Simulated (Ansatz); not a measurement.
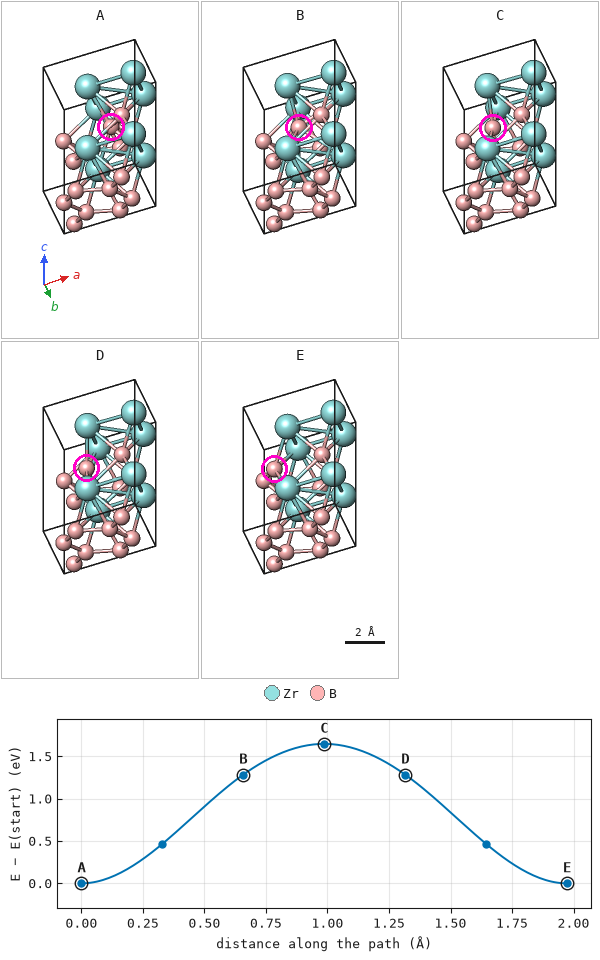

A search for the minimum-energy path of a defect cell of composition Zr8B15 with a B vacancy (23 atoms in the cell) by the nudged elastic band. Images are numbered from 0 (start) to 6 (end). Frames A to E are images 0, 2, 3, 4, 6. The picture is a ball-and-stick view of the simulation cell (origin moved), seen from a free direction. The moving atom is ringed, with any periodic copies. Bonds to atoms that aren't drawn are left out.

Theory: DFT, PAW plane waves, LDA in Ansatz. Settings: plane-wave cutoff 420 eV; k-point mesh 3 × 3 × 2; Fermi-Dirac smearing 0.1 eV; 5 movable images; climbing image; force threshold 0.1 eV/Å; iteration limit 40.

Question: What happens along the path, and what is the barrier?

Answer: The two ends have the same energy, and the highest point, image 3, lies 1.65 eV above the start. It is a vacancy jump: a nearby atom moves into the empty site and leaves its own site empty. A B atom travels furthest, 1.95 Å from end to end, along [−2 −1 0], on a straight line. At the highest image its nearest neighbour (Zr) is 2.37 Å away, against 1.77 Å at the start, and the surrounding atoms stand up to 0.05 Å off the mean of their end positions. The band converged in 4 iterations. The largest component of the band force went from 0.84 to 0.067 eV/Å. The climbing image converged on the top of the path. Its curvatures weren't checked. The force threshold of 0.1 eV/Å is loose, so the barrier is approximate.

Limits of the set-up: the k-point mesh is coarse for a cell with partly filled bands; the periodic images lie only 6.3 Å apart, so the values are limited by the cell's size.
